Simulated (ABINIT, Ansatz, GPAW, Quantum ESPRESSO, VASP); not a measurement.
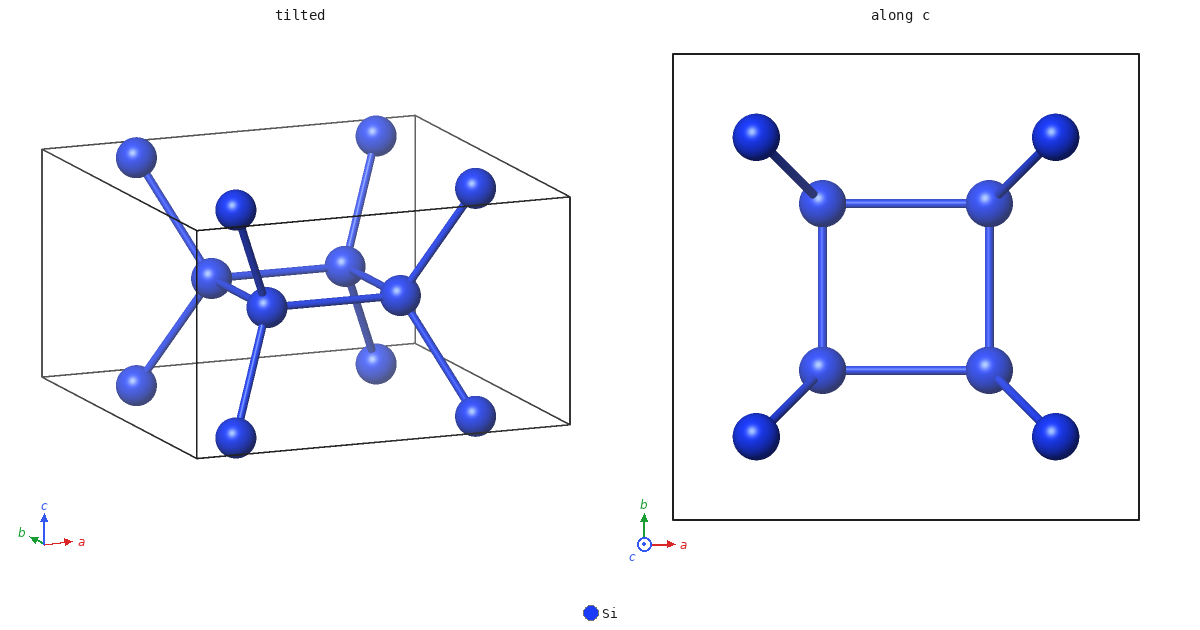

Si, space group I4/mmm (No. 139), a = 6.651 Å, b = 6.651 Å, c = 3.845 Å, α = 90.00°, β = 90.00°, γ = 90.00° (21.26 Å³/atom). Ball-and-stick drawing of the structure, looking slightly off an axis and along the c axis. The conventional unit cell is drawn as a box. The cell is a structure listed in the Materials Project. This isn't the form of Si at room conditions, which is diamond.

The cell was scaled uniformly, at fixed shape and fractional positions, in five programs or potential sets. Alike in all runs: functional PBE; k mesh 8 × 8 × 8 on the run's cell of 4 atoms; occupations fermi-dirac, width 0.05 eV; no spin polarisation; no spin-orbit coupling.

Energies from GPAW (PAW data 1.2.1):

| volume (Å³/atom) | E − E(lowest point) (meV/atom) |
| --- | --- |
| 19.983 | 38.67 |
| 20.409 | 20.86 |
| 20.834 | 8.85 |
| 21.259 | 2.07 |
| 21.684 | 0.00 |
| 22.109 | 2.18 |
| 22.534 | 8.20 |

**What equilibrium volume and bulk modulus do these points give?**

V0 = 21.67 Å³/atom, B0 = 81.8 GPa and B0′ = 4.3. V0 lies 1.9 % above the volume of the cell as given.

The same fit in all programs:

```tsv
program	V0 (Å³/atom)	B0 (GPa)	B0′
GPAW (PAW data 1.2.1)	21.67	81.8	4.3
VASP (PBE potentials, release 64 Si)	?	?	?
Ansatz LAPW (all-electron)	21.60	81.9	4.2
ABINIT (JTH PAW PBE v2.0)	21.58	82.4	4.1
Quantum ESPRESSO (SSSP 1.3 efficiency)	21.60	82.0	4.2
```

**What does VASP (PBE potentials, release 64 Si) give?**

V0 = 21.59 Å³/atom, B0 = 82.0 GPa and B0′ = 4.3. The other rows span 21.58 to 21.67 Å³/atom and 81.8 to 82.4 GPa.

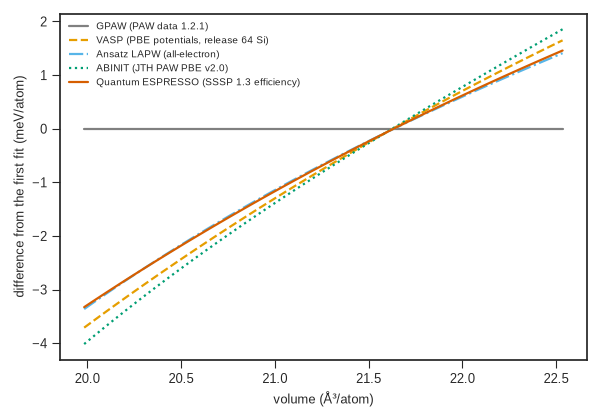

Each fitted curve, counted from its own minimum, less that of GPAW (PAW data 1.2.1). With one functional throughout, the spread comes from potentials, basis sets and numerical settings; B0′ is uncertain by a few tenths over so narrow a range.

Caveat: the cell was scaled at fixed shape and fractional positions, which overstates the stiffness of a crystal with free parameters, most of all of layers and chains.
